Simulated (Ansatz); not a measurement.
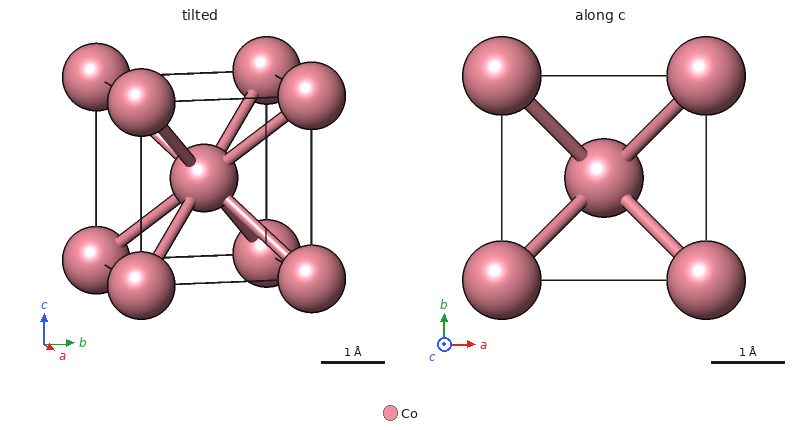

The crystal in a ball-and-stick representation, seen slightly off an axis and along the c axis. The wireframe shows the conventional unit cell.

Co, space group I4/mmm (No. 139), a = 2.80 Å, b = 2.80 Å, c = 2.94 Å, α = 90.00°, β = 90.00°, γ = 90.00°.

The calculation used DFT PBEsol, scalar-relativistic, plane waves, PAW (Ansatz), with plane waves up to 420 eV, k-points about 0.13 Å⁻¹ apart, Gaussian smearing of 0.15 eV, collinear spins. The state is ferromagnetic, in a cell of 1 atoms.

How large a gap does the method give, if there is one?

A metal: bands cross the Fermi level.

How far is the cell from zero pressure?

The computed pressure is -17.2 GPa (stretched: it would shrink).

Provenance: a structure listed in the Materials Project. The cell was then strained or its atoms displaced on purpose. It went into a calculation with Ansatz.

At this level of theory the cell isn't at rest (stretched, at -17 GPa), so its distances can differ from those at equilibrium, the more so the softer the solid, and its magnetic state may change on relaxation.
